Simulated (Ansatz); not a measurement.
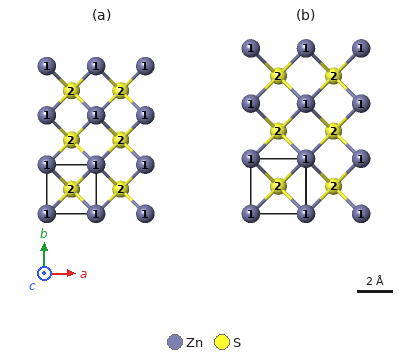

The structure of a crystal of ZnS (built on the CsCl type) before (left) and after (right) a relaxation, at one scale.

A ball-and-stick model of the cell of the calculation, repeated 2 × 3 × 1 with one cell outlined, seen along the c axis.

Method: DFT, PBE, plane waves, PAW in Ansatz 0.2.0. Set-up: plane-wave cutoff 420 eV; k-point mesh 8 × 8 × 8; occupations fermi dirac; smearing width 0.02 eV; no spin polarisation; cell and atoms relaxed; force threshold 0.005 eV/Å.

Q: Summarise the run.

A: No atom moves by more than 0.005 Å relative to the cell. The drawn cell changes as follows: a = b = c 2.853 → 3.194 Å (+12.0 %); the volume changes by +40.3 %. Among the contacts that change: S2–S2 2.853 → 3.194 Å, Zn1–S2 2.471 → 2.766 Å. The space group stays Pm-3m (No. 221). After 6 accepted moves (8 points after the start) the energy has fallen by 579 meV per atom. All forces vanish by symmetry, so only the cell relaxes. The pressure goes from 53.62 to 0.00 GPa. The SCF was repeated twice at an unchanged geometry on a basis and grid sized afresh for the cell, which shifted the energy by 8.0 meV per atom at most.
